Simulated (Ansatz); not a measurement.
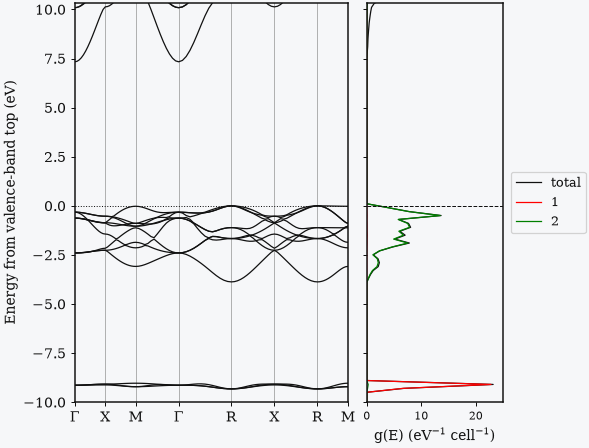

Band structure and density of states. Energies are counted from the top of the valence band. The path runs straight from each named point to the next. The partial curves are projected on Löwdin-orthogonalised atomic shells.

Calculation on KMgF3, space group Pm-3m (No. 221), 5 atoms in the cell.

Ansatz 0.2.0; DFT, PBE, PAW with Ansatz's default frozen-core files, scalar-relativistic, no spin polarisation, 6×6×6 k mesh, 420 eV cutoff.

Q: The numbered curves are projections. Which is which? The candidates: F 2p, K 3p.

A: 1 is K 3p; 2 is F 2p.

Q: What does the band structure say about the gap?

A: The material is gapped. The gap along this path is 7.33 eV and indirect, from the valence-band top at R to the conduction-band bottom at Γ; the smallest direct gap is 7.66 eV, at Γ.
